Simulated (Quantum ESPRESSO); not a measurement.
**GaP: 7 runs along one coordinate**

System: GaP (F-43m, 2 atoms in the cell).
Method: Kohn-Sham DFT of a periodic cell, PBE, SSSP 1.3 efficiency PBE, no spin polarisation (Quantum ESPRESSO 7.5).

The 7 runs differ only in the geometry, by an even scaling of the cell at fixed fractional positions. The structure derives from an entry of the Crystallography Open Database.

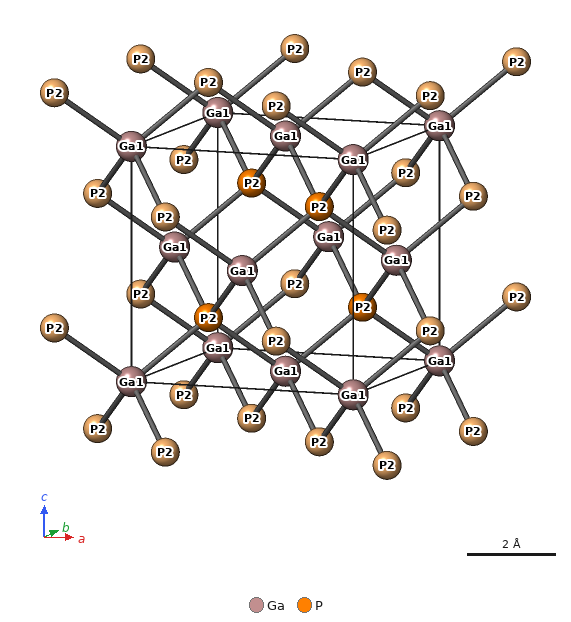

Figure 1. The structure of run 4 (ball-and-stick view of the cell 4 times as large as that of the calculation, set on its symmetry axes, seen slightly off an axis; neighbours outside the cell are drawn fainter; atoms are numbered from 1 in the order of the input).

## Input of run 4
```
&CONTROL
  calculation = 'scf'
  prefix = 'pwscf'
  outdir = './tmp'
  pseudo_dir = './pseudo'
  tprnfor = .true.
  tstress = .true.
  disk_io = 'nowf'
/
&SYSTEM
  ibrav = 0
  nat = 2
  ntyp = 2
  ecutwfc = 70
  ecutrho = 560
  nbnd = 15
  occupations = 'smearing'
  smearing = 'fd'
  degauss = 0.00367493
/
&ELECTRONS
  conv_thr = 4d-10
  electron_maxstep = 120
  mixing_beta = 0.5
/
ATOMIC_SPECIES
Ga    69.7230 Ga.pbe-dn-kjpaw_psl.1.0.0.UPF
P     30.9738 P.pbe-n-rrkjus_psl.1.0.0.UPF
CELL_PARAMETERS angstrom
   0.0000000000    2.7252500000    2.7252500000
   2.7252500000    0.0000000000    2.7252500000
   2.7252500000    2.7252500000    0.0000000000
ATOMIC_POSITIONS crystal
Ga     0.0000000000    0.0000000000    0.0000000000
P      0.7500000000    0.7500000000    0.7500000000
K_POINTS automatic
8 8 8 0 0 0
```

Command:
```bash
OMP_NUM_THREADS=1 pw.x -in pw.in > pw.out
```

Run 3 differs from it as follows:
```diff
-   0.0000000000    2.7252500000    2.7252500000
-   2.7252500000    0.0000000000    2.7252500000
-   2.7252500000    2.7252500000    0.0000000000
+   0.0000000000    2.7069591804    2.7069591804
+   2.7069591804    0.0000000000    2.7069591804
+   2.7069591804    2.7069591804    0.0000000000
```

## Results, with one run withheld

```csv
run,volume per atom (Å³),"free energy per atom, from the lowest run given (meV)",pressure (GPa),gap on the mesh (eV)
1,19.026,46.25,8.60,1.52
2,19.431,27.01,6.31,1.57
3,19.836,?,?,?
4,20.240,4.56,2.39,1.64
5,20.645,0.28,0.73,1.61
6,21.050,0.00,−0.76,1.51
7,21.455,3.32,−2.11,1.35
```

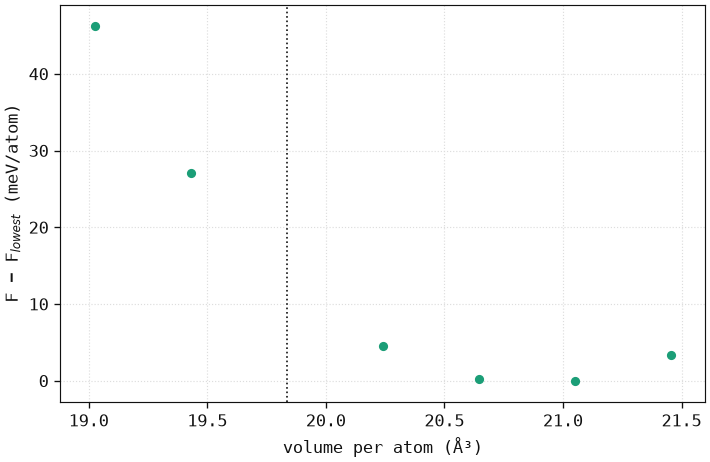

Figure 2. Free energy per atom of the runs given; the dotted line marks run 3.

Fit the runs given and predict run 3.

A cubic polynomial in V^(−2/3) (the Birch–Murnaghan form), fitted to the 6 runs given, misses them by at most 0.01 meV per atom. With x = V^(−2/3) − 0.13448 Å⁻², it reads F = 3.9906 + 3368.8 x + 6.5715e+05 x² + 1.2023e+06 x³ (meV per atom). At run 3 it gives 13.29 meV per atom, and the run itself gives 13.30. The slope of the fit gives a pressure −dF/dV of 4.41 GPa there, and the run prints 4.25 GPa. The two needn't agree exactly: the fit is approximate, and the printed stress is taken on a finite basis. The fit has its minimum at 20.876 Å³ per atom, where V d²F/dV² gives 76.9 GPa: the bulk modulus at this level, since symmetry fixes the shape and the positions. The gap on the mesh lies between 1.35 eV (run 7) and 1.64 eV (run 4); run 3 has 1.61 eV. These are gaps of this functional on this mesh, which can miss the band edges; they aren't the measured gap.

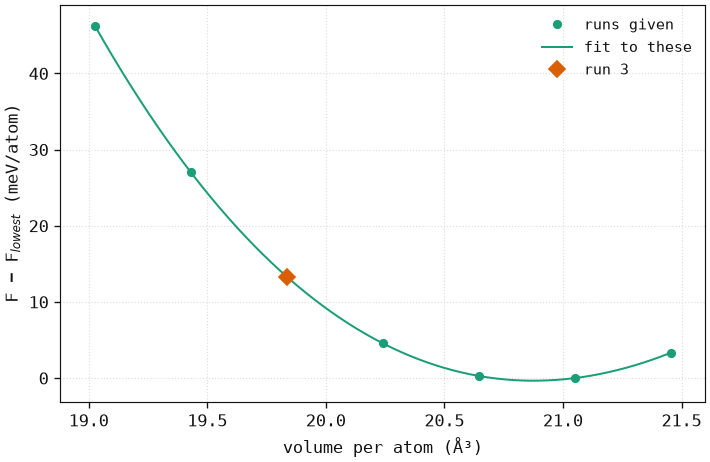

Figure 3. The fit and the withheld run.

## Some lines of the output (run 3)
```
[...]
     total energy              =    -292.01386404 Ry
     total energy              =    -292.02741248 Ry
     total energy              =    -292.03178695 Ry
     total energy              =    -292.03203553 Ry
     total energy              =    -292.03223747 Ry
     total energy              =    -292.03227863 Ry
     total energy              =    -292.03227973 Ry
     total energy              =    -292.03227981 Ry
     total energy              =    -292.03227982 Ry
     the Fermi energy is     8.1213 ev
!    total energy              =    -292.03227982 Ry
     The total energy is F=E-TS. E is the sum of the following terms:
     Computing stress (Cartesian axis) and pressure
          total   stress  (Ry/bohr**3)                   (kbar)     P=       42.48
```
